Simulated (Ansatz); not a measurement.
The coordinates of a crystal:

```xyz
12
Lattice="2.4312 0.0000 0.0000 -1.2156 2.1055 0.0000 0.0000 0.0000 21.7003" Properties=species:S:1:pos:R:3 pbc="T T T"
C     1.2156    0.7018    5.4731
C     0.0000    0.0000    5.4730
C     1.2156    0.7018    1.7604
C     0.0000    0.0000    1.7604
C     0.0000    1.4036   12.7065
C     1.2156    0.7018   12.7064
C     0.0000    1.4036    8.9939
C     1.2156    0.7018    8.9938
C     0.0000    0.0000   19.9399
C     0.0000    1.4036   19.9398
C     0.0000    0.0000   16.2273
C     0.0000    1.4036   16.2272
```

Give a crystallographic description of this input.

Answer. The element is carbon. The symmetry is that of R-3m (No. 166), on a rhombohedral (trigonal R) lattice. The cell holds twelve atoms. The coordination shell of C holds three C in a trigonal planar arrangement at 1.40 Å. The bonds build C layers parallel to (001).

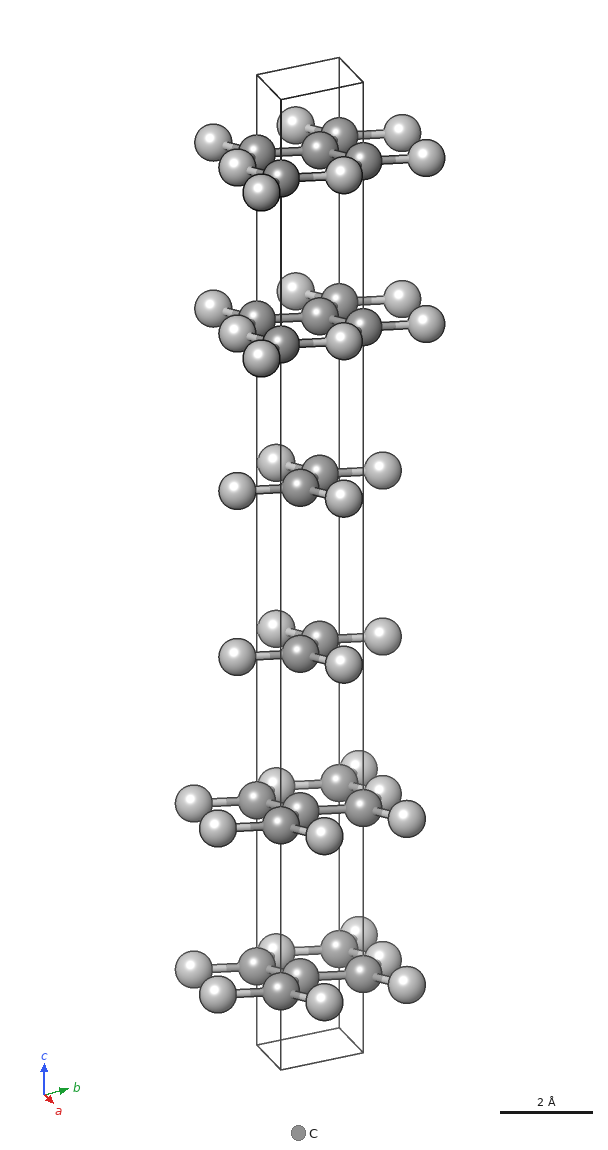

Crystal structure, ball-and-stick style, seen slightly off an axis. One conventional unit cell is outlined, and atoms on its boundary appear in each equivalent place. Atoms of adjacent cells appear where they bond to atoms in the box, in fainter colours. Colours: carbon grey.

The cell started as a structure listed in the Materials Project. It was relaxed with DFT r2SCAN, scalar-relativistic, plane waves, PAW in Ansatz under a constraint or pressure on the cell, so some stress remains.

At this level of theory the cell isn't at rest (compressed, at 8 GPa), so its distances can differ from those at equilibrium, the more so the softer the solid.
